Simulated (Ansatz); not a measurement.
The calculation's input:

```
crystal:
  lattice:
    - [3.9969678637, 0.0, 0.0]
    - [-1.9984839318, 3.461475708, 0.0]
    - [0.0, 0.0, 22.4263442933]
  atoms:
    - { symbol: Ge, position: [0.3333333333, 0.6666666667, 0.3344281128] }
    - { symbol: Ge, position: [0.6666666667, 0.3333333333, 0.3714372279] }
    - { symbol: Ge, position: [0.6666666667, 0.3333333333, 0.4814954425] }
    - { symbol: Ge, position: [0.3333333333, 0.6666666667, 0.5185045575] }
    - { symbol: Ge, position: [0.3333333333, 0.6666666667, 0.6285627721] }
    - { symbol: Ge, position: [0.6666666667, 0.3333333333, 0.6655718872] }
basis:
  ecutwfc: 420
kpoints:
  mp_grid: { grid: [9, 9, 1] }
hamiltonian:
  xc: pbesol
scf:
  occupations: { method: gaussian, width: 0.1 }
output:
  forces: true
  eigenvalues: true
  write_density: true
  write_potential: true
  elf: true
  volumetric_format: npy
relax:
  adjacent_minimum: "off"
  f_tol: 0.02
  max_steps: 60
efield:
  axis: 3
  dipole_correction: true
  ramp_width: 0.04
```

Command:

```sh
ansatz run input.yaml --threads 1 --pin off --max-ram 2560MiB --backend cpu --events-out ev --progress --plain --runs-dir out
```

The fields are those of the relaxed geometry.

All numbers below come from Ansatz, DFT PBEsol, scalar-relativistic, plane waves, PAW.

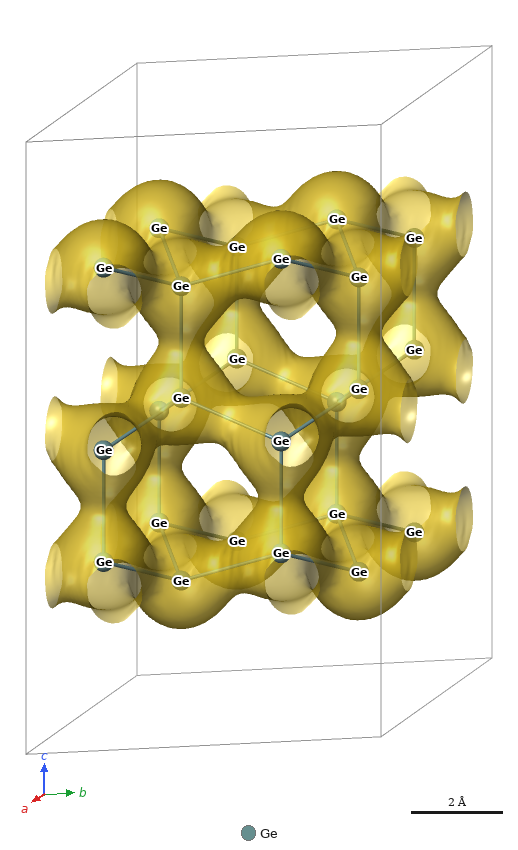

Ge (slab). Isosurface of the valence charge density (pseudo) at 0.3 e/Å³ (yellow), seen slightly off an axis. Sticks mark near contacts.

In a PAW calculation such maps are meaningful between the atoms, not at the nuclei.

How is the density connected at this value?

At this value the density is joined into sheets; it holds about 85 % of the electrons treated as valence (semicore included). It bridges the shortest Ge–Ge (2.44 Å) and Ge–Ge (2.53 Å) contacts, where the density stays above the isovalue. On the grid the lowest density along these lines, outside the cores, is 0.5 e/Å³ (Ge–Ge, 2.44 Å) and 0.39 e/Å³ (Ge–Ge, 2.53 Å).
